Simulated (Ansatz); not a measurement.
Consider Cr.

Input file:

```
crystal:
  lattice:
    - [2.9801889399, 0.0, 0.0]
    - [0.0, 2.9801889399, 0.0]
    - [0.0, 0.0, 2.9812806668]
  atoms:
    - { symbol: Cr, position: [1.0, 0.0, 0.0], spin: -1.418 }
    - { symbol: Cr, position: [0.5, 0.5, 0.5], spin: 1.418 }
hamiltonian:
  xc: rpbe
  pseudopotentials:
    kind: paw
    azcp:
      Cr: "pseudopotentials/Cr.paw.azcp"
basis:
  ecutwfc: 420
  fft_grid_basis: typed
kpoints:
  mp_grid: { grid: [12, 12, 12], shift: [0, 0, 0] }
magnetization:
  spin_polarized: true
scf:
  occupations: { method: fermi_dirac, width: 0.05 }
  lower_state_search: "off"
output:
  stress: true
  write_density: true
  write_potential: true
  elf: true
  volumetric_format: npy
```

Below, planes, directions and counts refer to the cell of the magnetic structure (a = 2.98 Å, b = 2.98 Å, c = 2.98 Å, α = 90.00°, β = 90.00°, γ = 90.00°).

Space group Im-3m; set up as Cr, fcc; a generated structure, not necessarily the stable one; changed on purpose from its base cell (volume × 1.08); computed pressure about −8 GPa in this cell; spin-polarised.

Level of theory: Ansatz 0.2.0, DFT, RPBE, plane waves (420 eV) with PAW, scalar-relativistic.

> Predict the valence pseudo-density, electron localisation function and spin density between the atoms.

Cr–Cr (2.58 Å): ρ at the midpoint is about 0.31 e/Å³; the ELF is about 0.30 at the midpoint: no localised pair shows between them.
The spin density sits on Cr: +1.9 μB and −1.9 μB in one cell of 2 atoms: antiferromagnetic in this solution, which needn't be the ground state, with every nearest magnetic neighbour opposed. The cell of the calculation (2 atoms) carries 0.0 μB of net spin moment.

> Does the calculation make it a metal, or give it a gap?

It is gapless in this calculation (a metal or semimetal).

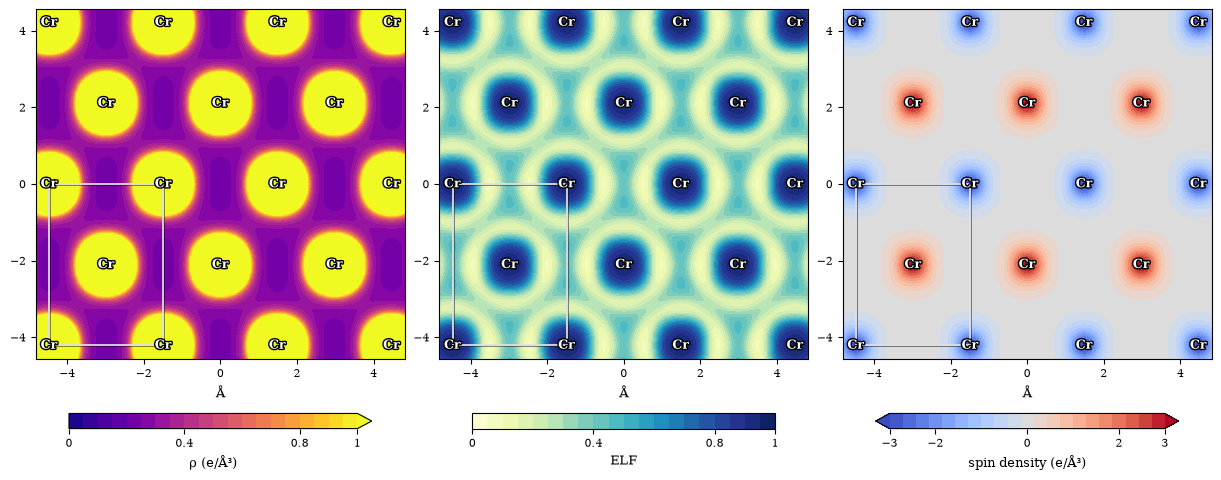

Computed valence pseudo-density, electron localisation function and spin density on the (101) plane of the cell of the magnetic structure, in this order. 

Core electrons are frozen (PAW), and the valence fields are smoothed inside the atomic spheres.
